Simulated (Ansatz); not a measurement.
# Geometry relaxation of WS₂ (part 2 of 2)

WS₂ (P-6m2, 3 atoms in the cell); DFT PBE+D3(BJ), scalar-relativistic, plane waves, PAW, no spin polarisation (Ansatz 0.2.0); cutoff 420 eV, 12×12×6 k-mesh, Gaussian smearing of 0.02 eV. The structure derives from a Materials Project entry. It belongs to a series of runs on one base structure; here: relaxed at 12 GPa.

Geometry of the input (Å; fractional positions):
```
3.0368  0.0000  0.0000
-1.5184  2.6300  0.0000
0.0000  0.0000  6.2066
W  0.3333  0.6667  0.0000
S  0.6667  0.3333  0.7523
S  0.6667  0.3333  0.2477
```

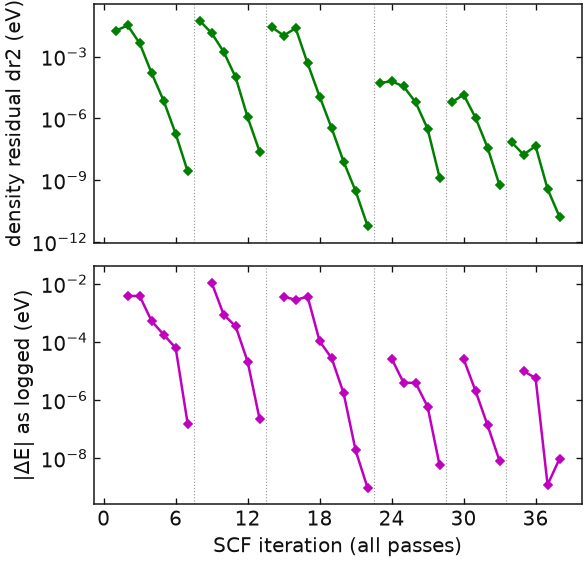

*Convergence of the self-consistent field: density residual dr2 and size of the energy change against the SCF iteration. The dotted lines part the SCF passes of the relaxation: geometry steps, rejected trials and re-solves on a re-selected basis.*

The 6 passes take 5 to 9 iterations each, 38 in all.

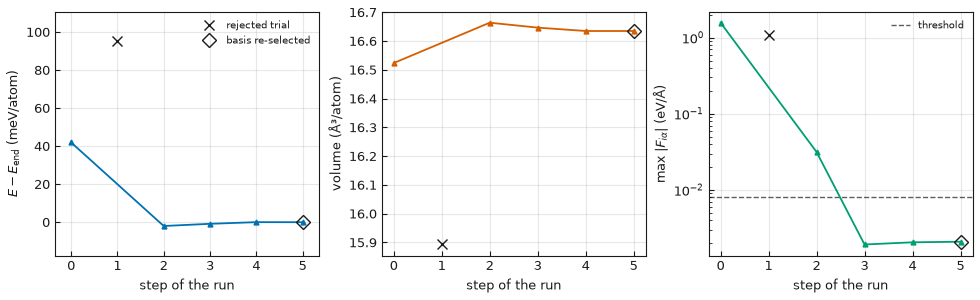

*Progress of the relaxation, step by step (the first geometry is step 0 here and step 1 in the log).*

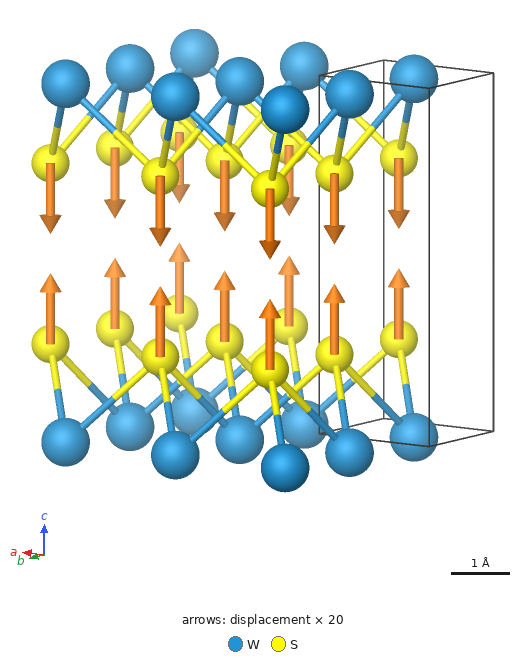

*The starting structure with the displacements (without the part carried along by the change of the cell) as orange arrows, magnified 20 times (ball-and-stick view of the cell of the calculation, repeated 3 × 3 × 1, seen at an oblique angle).*

The largest moves relative to the cell, 0.061 Å, are those of S2 and S3. W stays in place. The drawn cell changes as follows: a = b 3.037 → 3.061 Å (+0.8 %), c 6.207 → 6.149 Å (−0.9 %); the volume changes by +0.7 %. Among the contacts that change: W1–S2 2.332 → 2.374 Å. The space group stays P-6m2 (No. 187). The energy falls by 41.9 meV per atom in 4 geometry steps. The largest force component goes from 1.6 to 0.0021 eV/Å. The pressure goes from 20.96 to 12.00 GPa. The line search rejected the trial step at point 1 (counted from 0) and went back. A last SCF at the same geometry on a re-selected plane-wave basis shifts the energy by next to nothing (0.0 meV per atom). (Atoms are counted from 1 in the order of the input.)

```
basis re-selected at this cell: Δ(F+E_penalty+E_count) = -7.331e-5 eV, ΔP = -0.001 GPa vs the last step (what re-selecting the basis moved, of the pressure what is left beyond the Pulay correction that the steps carried, after the strain that the cell walked since its last selection, with what the two solves' SCF thresholds leave and, on support functions, any second-order correction that the steps lacked; it is no measure of the basis error at this ecutwfc). This SCF's stress stands 1.30e-2 GPa from its target on what of the cell is left free (relax.cell.stress_tol is 8.00e-2 GPa) and its largest allowed force component is 2.09e-3 eV/Å (relax.f_tol is 8.00e-3 eV/Å): within both
SCF converged after 5 iterations
Free energy (F): -12192.340364 eV
Harris-Foulkes:  -12192.340364 eV  (|F-HF|=6.73e-10)
Internal energy: -12192.340364 eV  (E = F + TS)
E sigma→0 (E₀):  -12192.340364 eV
Fermi energy:    13.252361 eV
--- Per-component energies (eV) ---
  E_band       = -158.690839
  E_kinetic    = 673.341853
  E_local      = -1723.459600  (includes V_loc(G=0)·N_el)
  E_nonlocal   = 57.904412
  E_hartree    = 693.760908
  E_xc         = -464.796632
  E_vxc        = -418.544665  (∫ρ·V_xc dr)
  E_paw        = -9763.501191  (= ΣΔE_a)
  E_vpaw       = -135.454557  (= ΣTr[D̂ρ^β])
  E_aug_tail   = -0.000064  (compensation charges beyond the density's cutoff)
  E_ewald      = -1664.221576
  E_disp       = -1.368476  (pairwise vdW)
  E_smearing   = -0.000000  (= −TS)
  E_closure    = 0.000000  (closes the sum)
  Σ components = -12192.340364   (vs F -12192.340364, Δ=0.00e0)
--- Forces (eV/Å), atoms counted from 1 ---
  atom   1  W      0.00000000     0.00000000     0.00000000
  atom   2  S     -0.00000000    -0.00000000     0.00209034
  atom   3  S      0.00000000     0.00000000    -0.00209034
  max |Σ_I F_I| component: 5.09e-17 eV/Å
--- Stress (GPa, compression-positive) ---
       12.006725       0.000000      -0.000000
        0.000000      12.006725      -0.000000
       -0.000000      -0.000000      11.987038
  P = ⅓ Tr σ = 12.0002 GPa (120.002 kbar)
--- Band table (eV; the first three rows and the last of 76) ---
  k-point 0: bands = ["-61.5384", "-25.9398", "-25.6232", "-25.6232", "-3.2016", "-1.0926", "4.6909", "9.4645", "9.4645", "10.8650", "10.8650", "11.0452", "11.2912", "15.3432", "15.3432", "15.5283", "15.5283"]
  k-point 1: bands = ["-61.5384", "-25.9399", "-25.6232", "-25.6232", "-3.1412", "-1.2252", "4.9451", "9.4725", "9.4725", "10.0542", "10.8467", "10.8467", "12.0918", "15.3347", "15.3347", "15.5616", "15.5616"]
  k-point 2: bands = ["-61.5384", "-25.9399", "-25.6232", "-25.6232", "-2.9960", "-1.5040", "5.5478", "8.9775", "9.4889", "9.4889", "10.8100", "10.8100", "12.6832", "15.3156", "15.3156", "15.6313", "15.6313"]
  k-point 75: bands = ["-61.5052", "-25.9959", "-25.9497", "-25.8312", "-0.3551", "0.0589", "5.8928", "6.6215", "7.5349", "8.4028", "8.5360", "8.9022", "12.3406", "14.5754", "14.6492", "17.2717", "18.1611"]
--- Relaxed structure (5 steps of the walk, 4 accepted, 1 SCFs on fresh bases) ---
  F+E_penalty+E_count = -12192.34036405 eV   max|allowed force component| = 2.090e-3 eV/Å   (the final SCF, on the basis selected at the relaxed cell)
  cell:  # Å, volume = 49.9049 Å³
    - [3.0612368481244485, -3.608893669796816e-33, 0.0]
    - [-1.5306184240622243, 2.651108877476778, 0.0]
    - [0.0, 0.0, 6.149200167594544]
  atoms:
    - { symbol: W, position: [0.33333333333333326, 0.6666666666666665, 0.0] }
    - { symbol: S, position: [0.6666666666666666, 0.33333333333333326, 0.7422781206523221] }
    - { symbol: S, position: [0.6666666666666666, 0.33333333333333326, 0.25772187934767776] }
```

**Trajectory as extended XYZ (Å, eV, eV/Å), 6 frames, from step=1 to step=6**
```
3
Lattice="3.0368 0.0000 0.0000 -1.5184 2.6300 0.0000 0.0000 0.0000 6.2066" Properties=species:S:1:pos:R:3:forces:R:3 step=1 energy=-12192.21454 pressure_GPa=20.96
W     0.0000    1.7533    0.0000    0.0000   0.0000   0.0000
S     1.5184    0.8767    4.6690    0.0000   0.0000  -1.5718
S     1.5184    0.8767    1.5376    0.0000   0.0000   1.5718
3
Lattice="3.0540 0.0000 0.0000 -1.5270 2.6448 0.0000 0.0000 0.0000 5.9029" Properties=species:S:1:pos:R:3:forces:R:3 step=2 energy=-12192.05475 pressure_GPa=14.56 accepted=F
W     0.0000    1.7632    0.0000    0.0000   0.0000   0.0000
S     1.5270    0.8816    4.3012    0.0000   0.0000   1.0992
S     1.5270    0.8816    1.6017    0.0000   0.0000  -1.0992
3
Lattice="3.0592 0.0000 0.0000 -1.5296 2.6494 0.0000 0.0000 0.0000 6.1680" Properties=species:S:1:pos:R:3:forces:R:3 step=3 energy=-12192.34638 pressure_GPa=12.00
W     0.0000    1.7662    0.0000    0.0000   0.0000   0.0000
S     1.5296    0.8831    4.5824    0.0000   0.0000  -0.0316
S     1.5296    0.8831    1.5856    0.0000   0.0000   0.0316
3
Lattice="3.0618 0.0000 0.0000 -1.5309 2.6516 0.0000 0.0000 0.0000 6.1515" Properties=species:S:1:pos:R:3:forces:R:3 step=4 energy=-12192.34291 pressure_GPa=11.93
W     0.0000    1.7677    0.0000    0.0000   0.0000   0.0000
S     1.5309    0.8839    4.5668    0.0000   0.0000  -0.0019
S     1.5309    0.8839    1.5846    0.0000   0.0000   0.0019
3
Lattice="3.0612 0.0000 0.0000 -1.5306 2.6511 0.0000 0.0000 0.0000 6.1492" Properties=species:S:1:pos:R:3:forces:R:3 step=5 energy=-12192.34029 pressure_GPa=12.00
W     0.0000    1.7674    0.0000    0.0000   0.0000   0.0000
S     1.5306    0.8837    4.5644    0.0000   0.0000   0.0021
S     1.5306    0.8837    1.5848    0.0000   0.0000  -0.0021
3
Lattice="3.0612 0.0000 0.0000 -1.5306 2.6511 0.0000 0.0000 0.0000 6.1492" Properties=species:S:1:pos:R:3:forces:R:3 step=6 energy=-12192.34036 pressure_GPa=12.00
W     0.0000    1.7674    0.0000    0.0000   0.0000   0.0000
S     1.5306    0.8837    4.5644    0.0000   0.0000   0.0021
S     1.5306    0.8837    1.5848    0.0000   0.0000  -0.0021
```

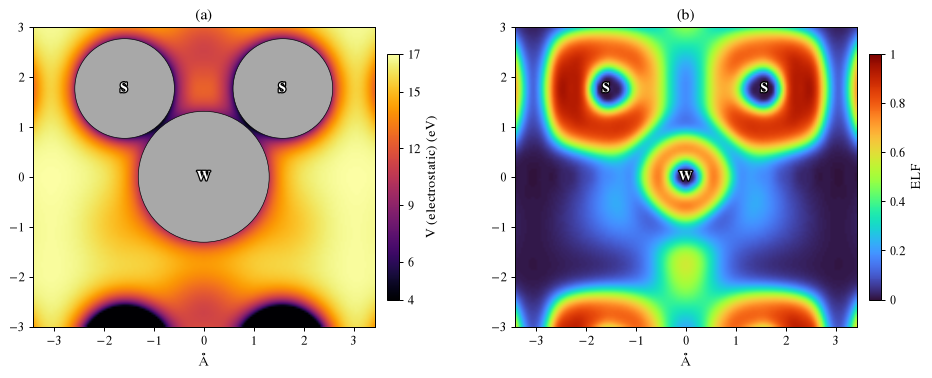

*(a) electrostatic potential energy of an electron; (b) ELF on the (110) plane of the conventional cell. Grey discs, where drawn, cover atomic cores.*

W–S (2.37 Å): the ELF is about 0.45 at the midpoint. The ELF has a maximum of about 0.55 in the space between the atoms. The strong features right at W lie inside the PAW spheres (semicore, d or f shells) and say nothing about bonding. Outside the cores the potential energy rises away from the atoms and is highest about 2.3 Å from the nearest atoms; outside the discs it spans about 12 eV, and its zero is arbitrary. Core electrons are frozen (PAW), so the fields are smoothed inside the atomic spheres.

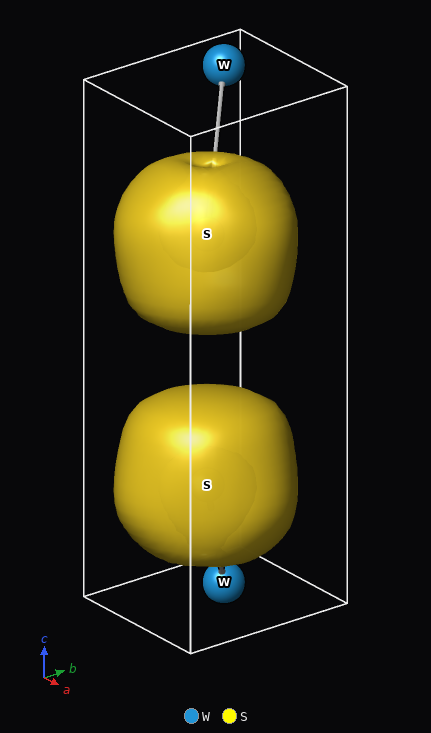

*Isosurface of the electron localisation function at 0.7 (yellow), seen slightly off an axis. Only the valence region is drawn (cores and ρ < 0.01 e/Å³ removed). Sticks mark near contacts. The outline is the cell set on symmetry axes.*

Along the contacts the grid gives the following. W–S (2.37 Å): the ELF is about 0.45 at the midpoint.
